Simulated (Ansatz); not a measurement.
System: WS2.

Input

```
crystal:
  lattice:
    - [6.60721362, 0.0, 0.0]
    - [0.0, 6.60721362, 0.0]
    - [0.0, 0.0, 4.3607609892]
  atoms:
    - { symbol: W, position: [0.0, 0.0, 0.0] }
    - { symbol: W, position: [0.5, 0.5, 0.5] }
    - { symbol: S, position: [0.305, 0.305, 0.0] }
    - { symbol: S, position: [0.195, 0.805, 0.5] }
    - { symbol: S, position: [0.805, 0.195, 0.5] }
    - { symbol: S, position: [0.695, 0.695, 0.0] }
kpoints:
  mp_grid: { grid: [4, 4, 6] }
hamiltonian:
  xc: pbesol
scf:
  occupations: { method: fermi_dirac, width: 0.03 }
relax:
  f_tol: 0.01
  cell: {}
  max_steps: 120
output:
  write_density: true
  write_potential: true
  elf: true
  volumetric_format: npy
```

Command:

```sh
ansatz run input.yaml --threads 2 --pin off --max-ram 2211MiB --backend cpu --events-out ev --progress --plain --runs-dir out
```

Below, planes, directions and counts refer to the conventional cell (a = 5.82 Å, b = 5.82 Å, c = 3.18 Å, α = 90.00°, β = 90.00°, γ = 90.00°).

The fields are those of the relaxed geometry.

Space group P4₂/mnm; started from the rutile prototype, which need not be the ambient phase.

These are results of Ansatz, DFT, PBEsol, plane waves, PAW, not measurements.

Q: What can the converged valence pseudo-density and electron localisation function tell about the bonding?

A: W–S (2.35 Å): ρ at the midpoint is about 0.64 e/Å³; the ELF peaks at about 0.85 in the valence shell of S, 0.8 Å from its nucleus, and is about 0.35 at the midpoint.

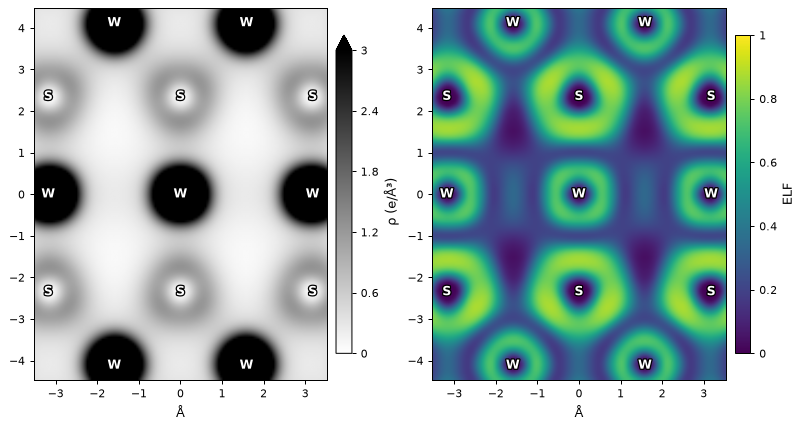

Computed valence pseudo-density and electron localisation function on the (11̄0) plane of the conventional cell, in this order. 

In a PAW calculation such maps are meaningful between the atoms, not at the nuclei.
